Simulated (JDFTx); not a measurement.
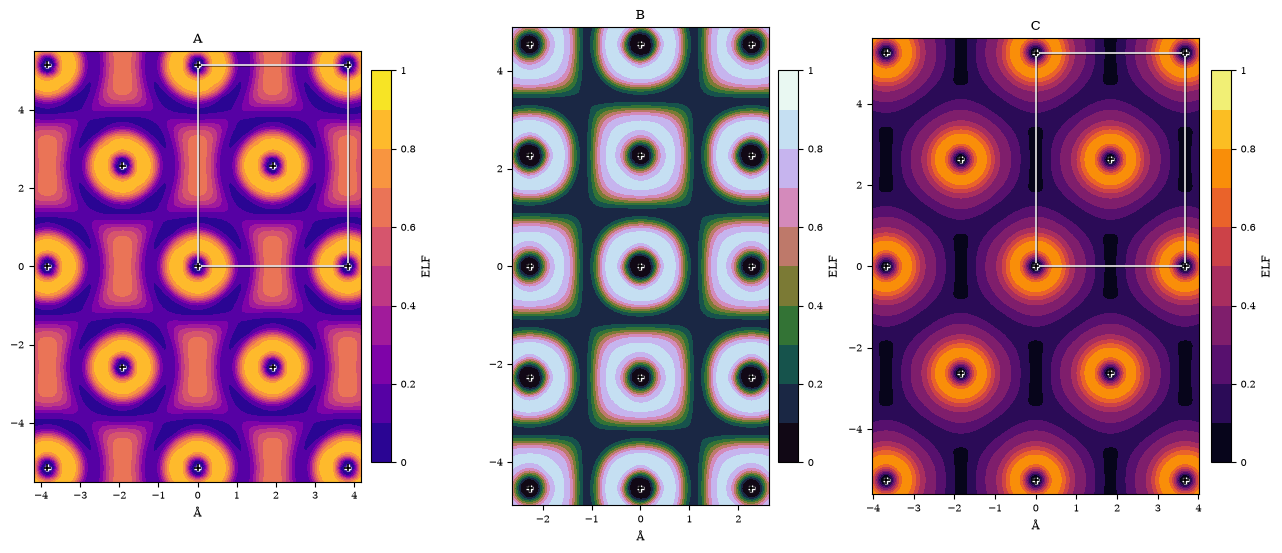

The electron localisation function of 3 systems, each on a plane through atoms (crosses mark nuclei in the plane).

Computed with Kohn-Sham DFT of a periodic cell, PBE, PseudoDojo-SR-PBE-0.5-standard (JDFTx 1.7.0 (patched build)).

System 1: ZrN, the (001) plane of the conventional cell. Space group Fm-3m; computed pressure about 10 GPa in this cell.

```
Zr N
1.0
     4.53783    0.00000    0.00000
     0.00000    4.53783    0.00000
     0.00000    0.00000    4.53783
Zr N
4 4
Direct
  0.50000 0.00000 0.00000
  0.00000 0.50000 0.00000
  0.00000 0.00000 0.50000
  0.50000 0.50000 0.50000
  0.00000 0.00000 0.00000
  0.50000 0.50000 0.00000
  0.50000 0.00000 0.50000
  0.00000 0.50000 0.50000
```

System 2: Hg, the (011) plane of the conventional cell. Space group I4/mmm; a structure from a database of computed crystals, not necessarily the ambient phase; computed pressure about 3 GPa in this cell.

```yaml
crystal:
  lattice:
    - [3.67685, 0.00000, 0.00000]
    - [0.00000, 3.67685, 0.00000]
    - [0.00000, 0.00000, 3.75543]
  atoms:
    - { symbol: Hg, position: [0.00000, 0.00000, 0.50000] }
    - { symbol: Hg, position: [0.50000, 0.50000, 0.00000] }
```

System 3: Sc, the (011̄) plane of the conventional cell. Space group I4/mmm; a structure from a database of computed crystals, not necessarily the ambient phase.

```cif
data_structure
_symmetry_space_group_name_H-M 'P 1'
_symmetry_Int_Tables_number 1
_cell_length_a 3.8344
_cell_length_b 3.8344
_cell_length_c 3.4352
_cell_angle_alpha 90.000
_cell_angle_beta 90.000
_cell_angle_gamma 90.000
_cell_volume 50.51
loop_
_atom_site_label
_atom_site_type_symbol
_atom_site_fract_x
_atom_site_fract_y
_atom_site_fract_z
_atom_site_occupancy
Sc1 Sc 0.00000 0.00000 0.00000 1
Sc2 Sc 0.50000 0.50000 0.50000 1
```

> Match each panel to its system.

Panel A is system 3, Sc: the plane holds Sc. Sc–Sc (3.21 Å): the ELF is about 0.15 at the midpoint: no localised pair shows between them. Panel B is system 1, ZrN: the plane holds Zr and N. Zr–N (2.27 Å): the ELF peaks at about 0.80 in the valence shell of N, 0.6 Å from its nucleus, and drops to about 0.15 between the two atoms (no localised pair shows between them). Panel C is system 2, Hg: the plane holds Hg. Hg–Hg (3.21 Å): the ELF is about 0.15 at the midpoint (no localised pair shows between them).
